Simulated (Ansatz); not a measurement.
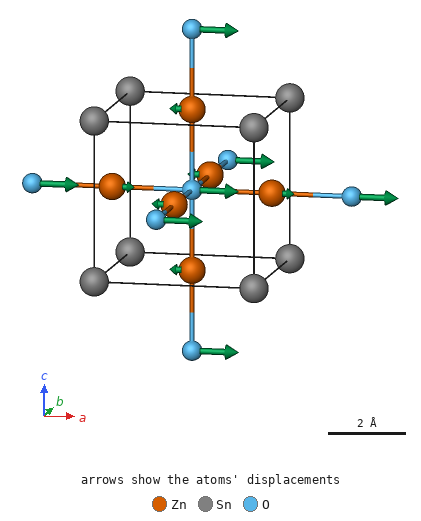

The lowest optical mode of crystalline Zn₃SnO (a generated structure), space group Pm-3m (No. 221), at the zone centre. Displacements are drawn as green arrows; their common scale and sign are arbitrary. A ball-and-stick model of the cell of the calculation, seen slightly off an axis.

Computed with DFT PBEsol, scalar-relativistic, plane waves, PAW in Ansatz 0.2.0.

Input
```yaml
crystal:
  lattice:
    - [4.2660043708, 0.0, 0.0]
    - [0.0, 4.2660043708, 0.0]
    - [0.0, 0.0, 4.2660043708]
  atoms:
    - { symbol: Zn, position: [0.0, 0.5, 0.5] }
    - { symbol: Zn, position: [0.5, 0.0, 0.5] }
    - { symbol: Zn, position: [0.5, 0.5, 0.0] }
    - { symbol: Sn, position: [0.0, 0.0, 0.0] }
    - { symbol: O, position: [0.5, 0.5, 0.5] }
basis:
  ecutwfc: 420
kpoints:
  mp_grid: { grid: [8, 8, 8] }
hamiltonian:
  xc: pbesol
scf:
  occupations: { method: fermi_dirac, width: 0.15 }
output:
  eigenvalues: true
phonons:
  method: dfpt
  eigenvectors: true
  qmesh: [4, 4, 4]
  temperatures: { t_max: 1000, t_step: 100 }
  qpath:
    path:
      - [[0.0, 0.0, 0.0], [0.0, 0.5, 0.0], [0.5, 0.5, 0.0], [0.0, 0.0, 0.0], [0.5, 0.5, 0.5], [0.0, 0.5, 0.0]]
      - [[0.5, 0.5, 0.5], [0.5, 0.5, 0.0]]
    npoints: 8
```

Command:
```bash
ansatz run input.yaml --threads 2 --pin off --max-ram 6144MiB --backend cpu --events-out ev --progress --plain --runs-dir out
```

The frequencies depend somewhat on the k-mesh and the smearing.

> Is this crystal at a minimum with respect to the drawn distortion?

No. This is the T₁u mode (triply degenerate; one member of the set is drawn) at 16.2i meV, the lowest optical level, infrared-active by symmetry. The Sn atoms hardly move; all motion is along a; the kinetic energy is shared as Zn 54 %, O 45 %, Sn 1 %. The crystal is a metal, so free carriers screen the infrared response. The frequency is imaginary, so the structure is unstable against this distortion. Freezing in the drawn pattern lowers the space group from Pm-3m to P4mm (No. 99). In all, 2 levels are unstable: T₁u 131i cm⁻¹, T₂u 60i cm⁻¹.
